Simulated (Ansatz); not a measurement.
**Geometry relaxation of TaN (part 2 of 2)**

Continued. System: TaN (2 atoms in the cell). Method: DFT, PBE, PAW with Ansatz's default frozen-core files, scalar-relativistic, no spin polarisation (Ansatz 0.2.0); cutoff 420 eV, 17×17×17 k-mesh, Fermi–Dirac smearing of 0.05 eV. The structure was built on a prototype by a generator; it need not be a known phase. Its volume is 0.78 times that of the source entry. It belongs to a series of runs on one base structure; here: rocksalt relaxed under pressure, PAW files.

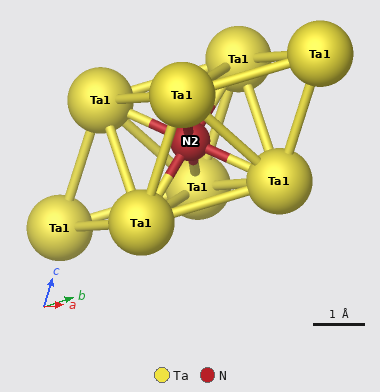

Figure 1. The geometry at step 3 of the log (ball-and-stick view of the cell of the calculation, seen at an oblique angle; atoms are numbered from 1 in the order of the input).

```
basis re-selected at this cell: Δ(F+E_penalty+E_count) = -7.569e-5 eV, ΔP = +0.008 GPa vs the last step (what re-selecting the basis moved, of the pressure what is left beyond the Pulay correction that the steps carried, after the strain that the cell walked since its last selection, with what the two solves' SCF thresholds leave and, on support functions, any second-order correction that the steps lacked; it is no measure of the basis error at this ecutwfc). This SCF's stress stands 6.87e-3 GPa from its target on what of the cell is left free (relax.cell.stress_tol is 7.00e-2 GPa) and its largest allowed force component is 5.00e-30 eV/Å (relax.f_tol is 5.00e-3 eV/Å): within both
SCF converged after 7 iterations
Free energy (F): -10316.271931 eV
Harris-Foulkes:  -10316.271931 eV  (|F-HF|=3.64e-12)
Internal energy: -10316.267777 eV  (E = F + TS)
E sigma→0 (E₀):  -10316.269854 eV
Entropy (-TS):   -0.004153 eV (-2.077 meV/atom)
Fermi energy:    27.652010 eV
--- Per-component energies (eV) ---
  E_band       = 53.713735
  E_kinetic    = 522.845369
  E_local      = -423.356215  (includes V_loc(G=0)·N_el)
  E_nonlocal   = 64.814835
  E_hartree    = 158.471086
  E_xc         = -286.096547
  E_vxc        = -290.549665  (∫ρ·V_xc dr)
  E_paw        = -8527.931510  (= ΣΔE_a)
  E_vpaw       = -136.982929  (= ΣTr[D̂ρ^β])
  E_aug_tail   = 0.000167  (compensation charges beyond the density's cutoff)
  E_ewald      = -1825.014963
  E_smearing   = -0.004153  (= −TS)
  E_closure    = 0.000000  (closes the sum)
  Σ components = -10316.271931   (vs F -10316.271931, Δ=0.00e0)
--- Forces (eV/Å), atoms counted from 1 ---
  atom   1  Ta    -0.00000000     0.00000000     0.00000000
  atom   2  N      0.00000000     0.00000000    -0.00000000
  max |Σ_I F_I| component: 6.84e-30 eV/Å
--- Stress (GPa, compression-positive) ---
      140.006871      -0.000000      -0.000000
       -0.000000     140.006871      -0.000000
       -0.000000      -0.000000     140.006871
  P = ⅓ Tr σ = 140.0069 GPa (1400.069 kbar)
--- Band table (eV; the first three rows and the last of 165) ---
  k-point 0: bands = ["-41.4609", "-7.5579", "-7.5579", "-7.5579", "6.9579", "23.2271", "23.2271", "23.2271", "24.8485", "24.8485", "24.8485", "27.8382", "27.8382", "31.4888", "36.8545", "56.8201", "56.8201"]
  k-point 1: bands = ["-41.4552", "-7.6364", "-7.5636", "-7.5636", "7.0938", "22.6620", "22.7947", "22.7947", "25.0453", "25.0453", "25.1665", "28.3224", "28.3224", "31.7295", "37.2015", "55.0436", "55.8986"]
  k-point 2: bands = ["-41.4387", "-7.8551", "-7.5797", "-7.5797", "7.4824", "21.5517", "21.9155", "21.9155", "25.4873", "25.4873", "25.6393", "29.4948", "29.4948", "32.3729", "38.1844", "52.5786", "53.9964"]
  k-point 164: bands = ["-41.2324", "-8.7845", "-8.6649", "-8.2586", "9.3100", "18.6652", "20.1005", "20.1555", "27.0250", "27.8789", "32.7585", "33.9762", "34.5556", "41.0999", "41.9938", "42.7420", "46.9852"]
--- Relaxed structure (3 steps of the walk, 3 accepted, 1 SCFs on fresh bases) ---
  F+E_penalty+E_count = -10316.27193080 eV   max|allowed force component| = 4.996e-30 eV/Å   (the final SCF, on the basis selected at the relaxed cell)
  cell:  # Å, volume = 16.8285 Å³
    - [-2.3247634900086133e-34, 2.0339401862440813, 2.0339401862440813]
    - [2.0339401862440813, -8.94874713277288e-34, 2.0339401862440813]
    - [2.0339401862440813, 2.0339401862440813, -9.171669659212063e-34]
  atoms:
    - { symbol: Ta, position: [-4.045737525638418e-35, 3.848384475607166e-35, 1.677500925264494e-35] }
    - { symbol: N, position: [0.5, 0.5, 0.5] }
```

## File rho_z.tsv
```
# z_ang	rho[e/angstrom^3]
# format = ansatz-planar-average/11
# lattice	-0.000000000	2.033940186	2.033940186
# lattice	2.033940186	-0.000000000	2.033940186
# lattice	2.033940186	2.033940186	-0.000000000
# sites	2
# site	73	0.000000000	-0.000000000	-0.000000000
# site	7	2.033940186	2.033940186	2.033940186
0.000000	1.367811e0
0.143821	1.353981e0
0.287643	1.305612e0
0.431464	1.214038e0
0.575285	1.090468e0
0.719106	9.709473e-1
0.862928	8.955325e-1
1.006749	8.791083e-1
1.150570	9.018994e-1
1.294392	9.300070e-1
1.438213	9.413284e-1
1.582034	9.300070e-1
1.725855	9.018994e-1
1.869677	8.791083e-1
2.013498	8.955325e-1
2.157319	9.709473e-1
2.301141	1.090468e0
2.444962	1.214038e0
2.588783	1.305612e0
2.732605	1.353981e0
```

## File v_z.tsv
```
# z_ang	v_es[eV]	v_tot[eV]
# format = ansatz-planar-average/11
# xc	pbe
# density_cutoff_ev	1680
# datasets	Ta=:simpson_from_first_knot:soft	N=:simpson_from_first_knot:soft
# lattice	-0.000000000	2.033940186	2.033940186
# lattice	2.033940186	-0.000000000	2.033940186
# lattice	2.033940186	2.033940186	-0.000000000
# sites	2
# site	73	0.000000000	-0.000000000	-0.000000000
# site	7	2.033940186	2.033940186	2.033940186
0.000000	3.786404e0	-1.228985e1
0.143821	4.327247e0	-1.167939e1
0.287643	5.833939e0	-9.967356e0
0.431464	8.042720e0	-7.445478e0
0.575285	1.034792e1	-4.776286e0
0.719106	1.204090e1	-2.723284e0
0.862928	1.293064e1	-1.521130e0
1.006749	1.320454e1	-1.024037e0
1.150570	1.316245e1	-9.520376e-1
1.294392	1.304077e1	-1.042195e0
1.438213	1.297871e1	-1.102654e0
1.582034	1.304077e1	-1.042195e0
1.725855	1.316245e1	-9.520376e-1
1.869677	1.320454e1	-1.024037e0
2.013498	1.293064e1	-1.521130e0
2.157319	1.204090e1	-2.723284e0
2.301141	1.034792e1	-4.776286e0
2.444962	8.042720e0	-7.445478e0
2.588783	5.833939e0	-9.967356e0
2.732605	4.327247e0	-1.167939e1
```

## Trajectory as extended XYZ (Å, eV, eV/Å), 4 frames, from step=1 to step=4
```
2
Lattice="0.0000 2.0331 2.0331 2.0331 0.0000 2.0331 2.0331 2.0331 0.0000" Properties=species:S:1:pos:R:3:forces:R:3 step=1 energy=-10316.25331 pressure_GPa=141.11
Ta    0.0000    0.0000    0.0000    0.0000   0.0000   0.0000
N     2.0331    2.0331    2.0331    0.0000   0.0000   0.0000
2
Lattice="0.0000 2.0345 2.0345 2.0345 0.0000 2.0345 2.0345 2.0345 0.0000" Properties=species:S:1:pos:R:3:forces:R:3 step=2 energy=-10316.28346 pressure_GPa=139.30
Ta    0.0000    0.0000    0.0000    0.0000   0.0000   0.0000
N     2.0345    2.0345    2.0345    0.0000   0.0000   0.0000
2
Lattice="0.0000 2.0339 2.0339 2.0339 0.0000 2.0339 2.0339 2.0339 0.0000" Properties=species:S:1:pos:R:3:forces:R:3 step=3 energy=-10316.27186 pressure_GPa=140.00
Ta    0.0000    0.0000    0.0000    0.0000   0.0000   0.0000
N     2.0339    2.0339    2.0339    0.0000   0.0000   0.0000
2
Lattice="0.0000 2.0339 2.0339 2.0339 0.0000 2.0339 2.0339 2.0339 0.0000" Properties=species:S:1:pos:R:3:forces:R:3 step=4 energy=-10316.27193 pressure_GPa=140.01
Ta    0.0000    0.0000    0.0000    0.0000   0.0000   0.0000
N     2.0339    2.0339    2.0339    0.0000   0.0000   0.0000
```

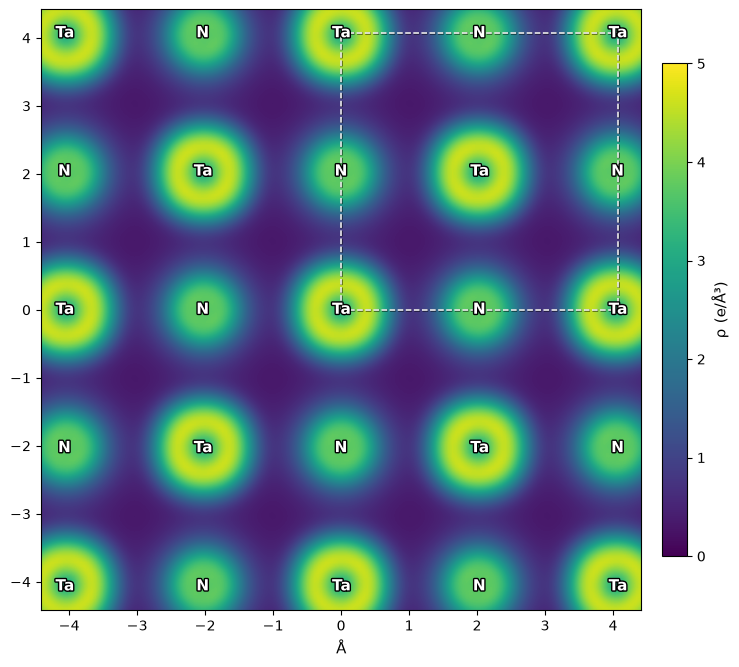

Figure 2. Valence pseudo-density on the (100) plane of the conventional cell. Atoms in the plane: Ta and N. Ta–N (2.03 Å): ρ at the midpoint is about 0.79 e/Å³. Ta–Ta (2.88 Å): ρ is about 0.33 e/Å³ halfway. Away from the nuclei the density in this plane falls to 0.33 e/Å³ at its lowest. Core electrons are frozen (PAW), so the fields are smoothed inside the atomic spheres.

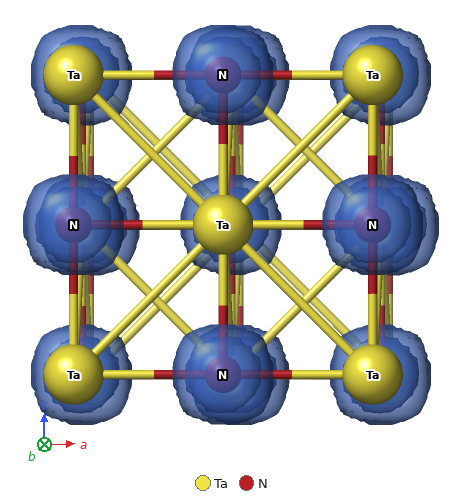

Figure 3. Isosurface of the electron localisation function at 0.75 (blue), seen at an oblique angle. Only the valence region is drawn (cores and ρ < 0.01 e/Å³ removed). Sticks mark near contacts. The outline is the cell set on symmetry axes. Values along the shortest contacts: Ta–N (2.03 Å): the ELF peaks at about 0.80 in the valence shell of N, 0.6 Å from its nucleus, and drops to about 0.15 between the two atoms (no shared pair; the contact is polar). Ta–Ta (2.88 Å): the ELF is about 0.20 at the midpoint; no shared electron pair.

The run was set up as follows.

## The input
```yaml
crystal:
  lattice:
    - [0.0, 2.0330843887, 2.0330843887]
    - [2.0330843887, 0.0, 2.0330843887]
    - [2.0330843887, 2.0330843887, 0.0]
  atoms:
    - { symbol: Ta, position: [0.0, 0.0, 0.0] }
    - { symbol: "N", position: [0.5, 0.5, 0.5] }
kpoints:
  mp_grid: { grid: [17, 17, 17] }
scf:
  occupations: { method: fermi_dirac, width: 0.05 }
hamiltonian:
  xc: pbe
  pseudopotentials: { kind: paw }
output:
  forces: true
  stress: true
  eigenvalues: true
  write_density: true
  write_potential: true
  elf: true
  volumetric_format: npy
relax:
  f_tol: 0.005
  max_steps: 40
  cell: { p_target: 140.0, stress_tol: 0.07 }
```

Run as:
```bash
ansatz run input.yaml --threads 1 --pin off --max-ram 3584MiB --backend cpu --events-out ev --progress --plain --runs-dir out
```

## Key numbers

| quantity | value |
| --- | --- |
| outcome | converged |
| space group (tolerance 0.01 Å) | Fm-3m (225) |
| electrons treated | 18 |
| free energy | −10316.2719 eV |
| Fermi energy | 27.652 eV |
| pressure | 140.01 GPa |
| final volume | 16.83 Å³ |
| largest force (length of the vector) at the end | under 0.001 eV/Å |
| final cell | a = 2.876 Å, b = 2.876 Å, c = 2.876 Å, α = 60.00°, β = 60.00°, γ = 60.00° |
| hardware | 1 thread of Intel Xeon @ 2.50GHz (Skylake/Cascade Lake), 64 GiB of memory available, shared host |
| wall time | 15 s |
| peak memory | 0.41 GiB |

## Notes

Spin–orbit coupling is left out, which matters for Ta. The cell was relaxed to the target pressure of the input; what is minimised is then the enthalpy E + pV.
